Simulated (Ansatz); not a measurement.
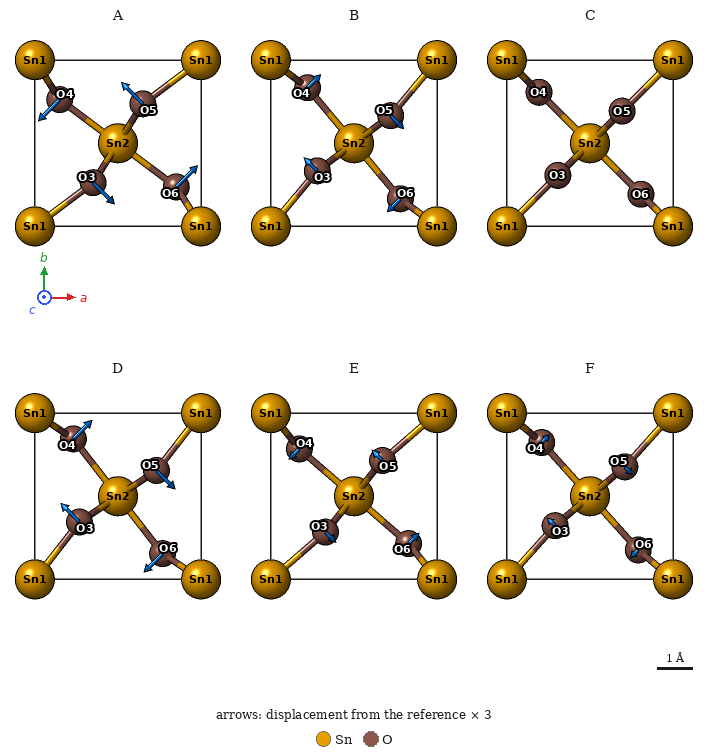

Solid SnO$_{2}$ (P4_2/mnm): a normal mode at the zone centre is frozen in with the cell fixed, the amplitude being the largest displacement of an atom. A ball-and-stick model of the cell of the calculation, seen along the c axis. Blue arrows: displacements from the reference.

Theory: DFT PBE, scalar-relativistic, plane waves, PAW (Ansatz 0.2.0). (plane-wave cutoff 420 eV; k-point mesh 6 × 6 × 8; occupations gaussian; smearing width 0.05 eV; no spin polarisation). Energies (free energies at the smearing named) are counted from the relaxed crystal.

**Order these geometries by energy, lowest first.**

Lowest first: C (the amplitude 0.00 Å, 0.0 meV/cell), F (the amplitude 0.1125 Å, 19.3 meV/cell), E (the amplitude −0.15 Å, 36.0 meV/cell), B (the amplitude 0.1875 Å, 59.7 meV/cell), D (the amplitude 0.2625 Å, 134.1 meV/cell), A (the amplitude −0.30 Å, 188.9 meV/cell). Over the whole scan: the harmonic wavenumber of the mode is 110 cm⁻¹, a stable vibration. The lowest computed point lies at the amplitude 0.00 Å (0.0 meV/cell). The end points stand at 188.9 meV/cell (−0.30 Å) and 188.9 meV/cell (0.30 Å). The well is symmetric. At the highest point the shortest interatomic distance is 2.11 Å, against 2.09 Å in the reference. The distortion takes the space group from P4_2/mnm to Pnnm.
